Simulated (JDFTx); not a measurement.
Geometry relaxation of TaAs (part 2 of 3)

Continued. System: TaAs (I4₁md, 4 atoms in the cell). Method: Kohn-Sham DFT of a periodic cell, LDA, PseudoDojo-SR-LDA-0.4.1-standard, no spin polarisation (JDFTx 1.7.0 (patched build)); cutoff 1088.45 eV, 4×4×4 k-mesh, fermi-dirac of 0.05 eV. The structure derives from a Materials Project entry. The settings are looser than a standard set-up, so the numbers are not reference values.

Geometry of the input (Å; fractional positions):
```
-1.7218  1.7218  5.8679
1.7218  -1.7218  5.8679
1.7218  1.7218  -5.8679
Ta 0.5000  0.5000  -0.0000
Ta 0.2500  0.7500  0.5000
As 0.0826  0.0826  0.0000
As 0.8326  0.3326  0.5000
```

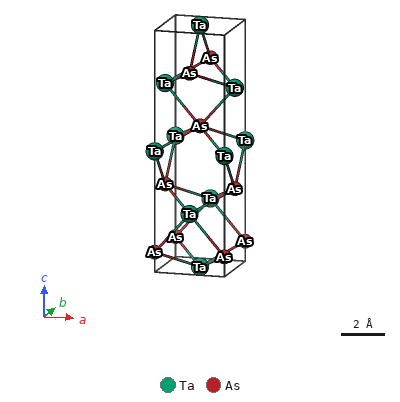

Fig. 1: The starting structure (ball-and-stick view of the cell 2 times as large as that of the calculation, set on its symmetry axes, seen slightly off an axis). An atom can appear more than once, as a periodic image.

What the program printed, continued
```
-------- Electronic minimization -----------
Will mix electronic density at each iteration.
	FillingsUpdate:  mu: +0.621468353  nElectrons: 56.000000
	FillingsUpdate:  mu: +0.649495217  nElectrons: 56.000000
SCF: Cycle:  0   F: -311.020186751200129   dF: -1.401e-03   |Residual|: 5.069e-03   |deigs|: 1.527e-04
	FillingsUpdate:  mu: +0.649194394  nElectrons: 56.000000
SCF: Cycle:  1   F: -311.020223181523136   dF: -3.643e-05   |Residual|: 2.302e-03   |deigs|: 5.304e-04
	FillingsUpdate:  mu: +0.649160918  nElectrons: 56.000000
SCF: Cycle:  2   F: -311.020225782551961   dF: -2.601e-06   |Residual|: 6.205e-04   |deigs|: 1.465e-04
	FillingsUpdate:  mu: +0.649186286  nElectrons: 56.000000
SCF: Cycle:  3   F: -311.020226347621303   dF: -5.651e-07   |Residual|: 1.552e-04   |deigs|: 5.427e-05
	FillingsUpdate:  mu: +0.649193512  nElectrons: 56.000000
SCF: Cycle:  4   F: -311.020226489852575   dF: -1.422e-07   |Residual|: 6.449e-05   |deigs|: 1.786e-05
	FillingsUpdate:  mu: +0.649193036  nElectrons: 56.000000
SCF: Cycle:  5   F: -311.020226546685080   dF: -5.683e-08   |Residual|: 2.610e-05   |deigs|: 1.444e-05
	FillingsUpdate:  mu: +0.649195136  nElectrons: 56.000000
SCF: Cycle:  6   F: -311.020226564360655   dF: -1.768e-08   |Residual|: 1.179e-05   |deigs|: 1.181e-05
	FillingsUpdate:  mu: +0.649195450  nElectrons: 56.000000
SCF: Cycle:  7   F: -311.020226570765601   dF: -6.405e-09   |Residual|: 3.712e-06   |deigs|: 3.880e-05
	FillingsUpdate:  mu: +0.649195868  nElectrons: 56.000000
SCF: Cycle:  8   F: -311.020226573632726   dF: -2.867e-09   |Residual|: 2.087e-06   |deigs|: 2.580e-05
	FillingsUpdate:  mu: +0.649195971  nElectrons: 56.000000
SCF: Cycle:  9   F: -311.020226574468893   dF: -8.362e-10   |Residual|: 1.106e-06   |deigs|: 1.569e-05
	FillingsUpdate:  mu: +0.649196132  nElectrons: 56.000000
SCF: Cycle: 10   F: -311.020226574908179   dF: -4.393e-10   |Residual|: 6.625e-07   |deigs|: 5.580e-05
SCF: Converged (|Delta E|<1.000000e-09 for 2 iters).

Setting wave functions to eigenvectors of Hamiltonian
# Lattice vectors:
R =
[     -3.20245      3.20245      3.20245  ]
[      3.20245     -3.20245      3.20245  ]
[      10.9587      10.9587     -10.9587  ]
unit cell volume = 449.558

# Strain tensor in Cartesian coordinates:
[    -0.015767            0            0  ]
[            0    -0.015767            0  ]
[            0            0   -0.0117301  ]

# Stress tensor in Cartesian coordinates [Eh/a0^3]:
[ -2.13695e-06            0            0  ]
[            0 -2.13695e-06            0  ]
[            0            0 -2.04714e-05  ]

# Ionic positions in lattice coordinates:
ion Ta   0.500043906845898   0.500043906845898   0.000000000000000 1
ion Ta   0.250043906845898   0.750043906845898   0.500000000000000 1
ion As   0.082555513154102   0.082555513154102  -0.000000000000000 1
ion As   0.832555513154102   0.332555513154102   0.500000000000000 1

# Forces in Cartesian coordinates:
force Ta  -0.000000000000000   0.000000000000000  -0.000314182902337 1
force Ta  -0.000000000000000  -0.000000000000000  -0.000314182902337 1
force As  -0.000000000000000   0.000000000000000   0.000313170043932 1
force As  -0.000000000000000   0.000000000000000   0.000313170043932 1

# Energy components:
   Eewald =     -231.1406228328796431
       EH =       68.3408690282025475
     Eloc =     -197.2264441015267096
      Enl =      -92.7846526095081998
      Exc =      -76.3713158549558528
 Exc_core =       31.3439558394577134
       KE =      186.8189328483953773
-------------------------------------
     Etot =     -311.0192776828148453
       TS =        0.0009488920933449
-------------------------------------
        F =     -311.0202265749081789

LatticeMinimize: Iter:   2  F: -311.020226574908179  |grad|_K:  1.351e-03  alpha:  1.000e+00  linmin:  5.914e-01

#--- Lowdin population analysis ---
# oxidation-state Ta +0.179 +0.179
# oxidation-state As -0.063 -0.063

-------- Electronic minimization -----------
Will mix electronic density at each iteration.
	FillingsUpdate:  mu: +0.649196132  nElectrons: 56.000000
	FillingsUpdate:  mu: +0.648417357  nElectrons: 56.000000
SCF: Cycle:  0   F: -311.020234671504454   dF: -9.444e-06   |Residual|: 4.108e-04   |deigs|: 4.939e-05
	FillingsUpdate:  mu: +0.648417485  nElectrons: 56.000000
SCF: Cycle:  1   F: -311.020234906234691   dF: -2.347e-07   |Residual|: 1.860e-04   |deigs|: 1.746e-05
	FillingsUpdate:  mu: +0.648418871  nElectrons: 56.000000
SCF: Cycle:  2   F: -311.020234945081484   dF: -3.885e-08   |Residual|: 3.848e-05   |deigs|: 1.230e-05
	FillingsUpdate:  mu: +0.648418838  nElectrons: 56.000000
SCF: Cycle:  3   F: -311.020234953869135   dF: -8.788e-09   |Residual|: 1.237e-05   |deigs|: 8.805e-06
	FillingsUpdate:  mu: +0.648418702  nElectrons: 56.000000
SCF: Cycle:  4   F: -311.020234957126775   dF: -3.258e-09   |Residual|: 6.302e-06   |deigs|: 1.183e-05
	FillingsUpdate:  mu: +0.648418517  nElectrons: 56.000000
SCF: Cycle:  5   F: -311.020234957844195   dF: -7.174e-10   |Residual|: 2.484e-06   |deigs|: 9.291e-06
	FillingsUpdate:  mu: +0.648418397  nElectrons: 56.000000
SCF: Cycle:  6   F: -311.020234958173546   dF: -3.294e-10   |Residual|: 9.440e-07   |deigs|: 3.346e-05
SCF: Converged (|Delta E|<1.000000e-09 for 2 iters).

Setting wave functions to eigenvectors of Hamiltonian
# Lattice vectors:
R =
[     -3.20267      3.20267      3.20267  ]
[      3.20267     -3.20267      3.20267  ]
[      10.9695      10.9695     -10.9695  ]
unit cell volume = 450.062

# Strain tensor in Cartesian coordinates:
[   -0.0157003            0            0  ]
[            0   -0.0157003            0  ]
[            0            0   -0.0107561  ]

# Stress tensor in Cartesian coordinates [Eh/a0^3]:
[  4.95378e-06            0            0  ]
[            0  4.95378e-06            0  ]
[            0            0  -1.3331e-05  ]

# Ionic positions in lattice coordinates:
ion Ta   0.499948828981188   0.499948828981188   0.000000000000000 1
ion Ta   0.249948828981188   0.749948828981188   0.500000000000000 1
ion As   0.082650591018812   0.082650591018812  -0.000000000000000 1
ion As   0.832650591018812   0.332650591018812   0.500000000000000 1

# Forces in Cartesian coordinates:
force Ta  -0.000000000000000   0.000000000000000   0.000079089887718 1
force Ta  -0.000000000000000  -0.000000000000000   0.000079089887718 1
force As  -0.000000000000000  -0.000000000000000  -0.000083682285111 1
force As   0.000000000000000  -0.000000000000000  -0.000083682285111 1

# Energy components:
   Eewald =     -231.0483342292547775
       EH =       68.3862725051024682
     Eloc =     -197.3602832365999689
      Enl =      -92.7855066292522110
      Exc =      -76.3689321552388947
 Exc_core =       31.3439558328261043
       KE =      186.8135378331221546
-------------------------------------
     Etot =     -311.0192900792951036
       TS =        0.0009448788784169
-------------------------------------
        F =     -311.0202349581735461

LatticeMinimize: Iter:   3  F: -311.020234958173546  |grad|_K:  8.871e-04  alpha:  1.000e+00  linmin: -1.698e-01

#--- Lowdin population analysis ---
# oxidation-state Ta +0.180 +0.180
# oxidation-state As -0.064 -0.064

-------- Electronic minimization -----------
Will mix electronic density at each iteration.
	FillingsUpdate:  mu: +0.648418397  nElectrons: 56.000000
	FillingsUpdate:  mu: +0.648274295  nElectrons: 56.000000
SCF: Cycle:  0   F: -311.020238724165267   dF: -1.716e-06   |Residual|: 2.828e-04   |deigs|: 2.040e-05
	FillingsUpdate:  mu: +0.648272101  nElectrons: 56.000000
SCF: Cycle:  1   F: -311.020238865248075   dF: -1.411e-07   |Residual|: 1.239e-04   |deigs|: 1.371e-05
	FillingsUpdate:  mu: +0.648272539  nElectrons: 56.000000
SCF: Cycle:  2   F: -311.020238890946075   dF: -2.570e-08   |Residual|: 3.576e-05   |deigs|: 8.535e-06
	FillingsUpdate:  mu: +0.648273510  nElectrons: 56.000000
SCF: Cycle:  3   F: -311.020238895192506   dF: -4.246e-09   |Residual|: 7.034e-06   |deigs|: 6.814e-06
	FillingsUpdate:  mu: +0.648273354  nElectrons: 56.000000
SCF: Cycle:  4   F: -311.020238896489104   dF: -1.297e-09   |Residual|: 3.689e-06   |deigs|: 6.121e-06
	FillingsUpdate:  mu: +0.648273353  nElectrons: 56.000000
SCF: Cycle:  5   F: -311.020238896970909   dF: -4.818e-10   |Residual|: 1.423e-06   |deigs|: 6.549e-06
	FillingsUpdate:  mu: +0.648273301  nElectrons: 56.000000
SCF: Cycle:  6   F: -311.020238897161562   dF: -1.907e-10   |Residual|: 8.381e-07   |deigs|: 6.509e-06
SCF: Converged (|Delta E|<1.000000e-09 for 2 iters).

Setting wave functions to eigenvectors of Hamiltonian
# Lattice vectors:
R =
[     -3.20204      3.20204      3.20204  ]
[      3.20204     -3.20204      3.20204  ]
[      10.9763      10.9763     -10.9763  ]
unit cell volume = 450.161

# Strain tensor in Cartesian coordinates:
[   -0.0158937            0            0  ]
[            0   -0.0158937            0  ]
[            0            0   -0.0101492  ]

# Stress tensor in Cartesian coordinates [Eh/a0^3]:
[  4.56171e-06            0            0  ]
[            0  4.56171e-06            0  ]
[            0            0 -9.23957e-06  ]

# Ionic positions in lattice coordinates:
ion Ta   0.499963992675995   0.499963992675995   0.000000000000000 1
ion Ta   0.249963992675995   0.749963992675995   0.500000000000000 1
ion As   0.082635427324005   0.082635427324005  -0.000000000000000 1
ion As   0.832635427324005   0.332635427324005   0.500000000000000 1

# Forces in Cartesian coordinates:
force Ta  -0.000000000000000   0.000000000000000  -0.000110225132537 1
force Ta  -0.000000000000000   0.000000000000000  -0.000110225132537 1
force As   0.000000000000000   0.000000000000000   0.000111219814982 1
force As   0.000000000000000   0.000000000000000   0.000111219814982 1

# Energy components:
   Eewald =     -231.0271070686781059
       EH =       68.3980837496481797
     Eloc =     -197.3927085663486878
      Enl =      -92.7854851266962015
      Exc =      -76.3685433810006771
 Exc_core =       31.3439558306319981
       KE =      186.8125096293767911
-------------------------------------
     Etot =     -311.0192949330667034
       TS =        0.0009439640948397
-------------------------------------
        F =     -311.0202388971615619

LatticeMinimize: Iter:   4  F: -311.020238897161562  |grad|_K:  6.892e-04  alpha:  1.000e+00  linmin: -6.680e-01

#--- Lowdin population analysis ---
# oxidation-state Ta +0.180 +0.180
# oxidation-state As -0.064 -0.064

-------- Electronic minimization -----------
Will mix electronic density at each iteration.
	FillingsUpdate:  mu: +0.648273301  nElectrons: 56.000000
	FillingsUpdate:  mu: +0.648341748  nElectrons: 56.000000
SCF: Cycle:  0   F: -311.020242234553905   dF: -1.973e-06   |Residual|: 2.416e-04   |deigs|: 5.321e-06
	FillingsUpdate:  mu: +0.648337195  nElectrons: 56.000000
SCF: Cycle:  1   F: -311.020242335231103   dF: -1.007e-07   |Residual|: 1.125e-04   |deigs|: 1.259e-05
	FillingsUpdate:  mu: +0.648336383  nElectrons: 56.000000
SCF: Cycle:  2   F: -311.020242354578556   dF: -1.935e-08   |Residual|: 2.517e-05   |deigs|: 5.566e-06
	FillingsUpdate:  mu: +0.648337664  nElectrons: 56.000000
SCF: Cycle:  3   F: -311.020242358771782   dF: -4.193e-09   |Residual|: 5.260e-06   |deigs|: 4.385e-06
	FillingsUpdate:  mu: +0.648337708  nElectrons: 56.000000
SCF: Cycle:  4   F: -311.020242360190139   dF: -1.418e-09   |Residual|: 3.142e-06   |deigs|: 4.176e-06
	FillingsUpdate:  mu: +0.648337805  nElectrons: 56.000000
SCF: Cycle:  5   F: -311.020242360647842   dF: -4.577e-10   |Residual|: 8.783e-07   |deigs|: 5.757e-06
	FillingsUpdate:  mu: +0.648337839  nElectrons: 56.000000
SCF: Cycle:  6   F: -311.020242360835027   dF: -1.872e-10   |Residual|: 4.187e-07   |deigs|: 4.941e-06
SCF: Converged (|Delta E|<1.000000e-09 for 2 iters).

Setting wave functions to eigenvectors of Hamiltonian
# Lattice vectors:
R =
[     -3.20101      3.20101      3.20101  ]
[      3.20101     -3.20101      3.20101  ]
[      10.9829      10.9829     -10.9829  ]
unit cell volume = 450.144

# Strain tensor in Cartesian coordinates:
[   -0.0162095            0            0  ]
[            0   -0.0162095            0  ]
[            0            0  -0.00955203  ]

# Stress tensor in Cartesian coordinates [Eh/a0^3]:
[  2.45999e-06            0            0  ]
[            0  2.45999e-06            0  ]
[            0            0 -7.36622e-06  ]

# Ionic positions in lattice coordinates:
ion Ta   0.499946067284034   0.499946067284034   0.000000000000000 1
ion Ta   0.249946067284034   0.749946067284034   0.500000000000000 1
ion As   0.082653352715966   0.082653352715966  -0.000000000000000 1
ion As   0.832653352715966   0.332653352715966   0.500000000000000 1

# Forces in Cartesian coordinates:
force Ta   0.000000000000000   0.000000000000000  -0.000131741451658 1
force Ta   0.000000000000000   0.000000000000000  -0.000131741451658 1
force As  -0.000000000000000  -0.000000000000000   0.000129335530853 1
force As   0.000000000000000  -0.000000000000000   0.000129335530853 1

# Energy components:
   Eewald =     -231.0248820772590079
       EH =       68.4015441469223902
     Eloc =     -197.3987654847757369
      Enl =      -92.7851636130869792
      Exc =      -76.3687608550004455
 Exc_core =       31.3439558319382883
       KE =      186.8127715654023575
-------------------------------------
     Etot =     -311.0193004858591621
       TS =        0.0009418749758700
-------------------------------------
        F =     -311.0202423608350273

LatticeMinimize: Iter:   5  F: -311.020242360835027  |grad|_K:  5.392e-04  alpha:  1.000e+00  linmin: -7.275e-01

#--- Lowdin population analysis ---
# oxidation-state Ta +0.180 +0.180
# oxidation-state As -0.064 -0.064

-------- Electronic minimization -----------
Will mix electronic density at each iteration.
	FillingsUpdate:  mu: +0.648337839  nElectrons: 56.000000
	FillingsUpdate:  mu: +0.648541088  nElectrons: 56.000000
SCF: Cycle:  0   F: -311.020245576158345   dF: -1.136e-05   |Residual|: 5.708e-04   |deigs|: 6.906e-06
	FillingsUpdate:  mu: +0.648530171  nElectrons: 56.000000
SCF: Cycle:  1   F: -311.020246099511610   dF: -5.234e-07   |Residual|: 2.676e-04   |deigs|: 2.717e-05
	FillingsUpdate:  mu: +0.648528375  nElectrons: 56.000000
[... 4 further cycles ...]
SCF: Cycle:  6   F: -311.020246232743546   dF: -9.298e-10   |Residual|: 8.774e-07   |deigs|: 3.476e-06
	FillingsUpdate:  mu: +0.648531921  nElectrons: 56.000000
SCF: Cycle:  7   F: -311.020246233185048   dF: -4.415e-10   |Residual|: 7.621e-07   |deigs|: 7.709e-06
SCF: Converged (|Delta E|<1.000000e-09 for 2 iters).

Setting wave functions to eigenvectors of Hamiltonian
# Lattice vectors:
R =
[     -3.19852      3.19852      3.19852  ]
[      3.19852     -3.19852      3.19852  ]
[      10.9984      10.9984     -10.9984  ]
unit cell volume = 450.077

# Strain tensor in Cartesian coordinates:
[   -0.0169768            0            0  ]
[            0   -0.0169768            0  ]
[            0            0  -0.00815241  ]

# Stress tensor in Cartesian coordinates [Eh/a0^3]:
[ -2.86338e-06            0            0  ]
[            0 -2.86338e-06            0  ]
[            0            0 -3.38023e-06  ]

# Ionic positions in lattice coordinates:
ion Ta   0.499899492232680   0.499899492232680   0.000000000000000 1
ion Ta   0.249899492232680   0.749899492232680   0.500000000000000 1
ion As   0.082699927767320   0.082699927767320  -0.000000000000000 1
ion As   0.832699927767320   0.332699927767320   0.500000000000000 1
```
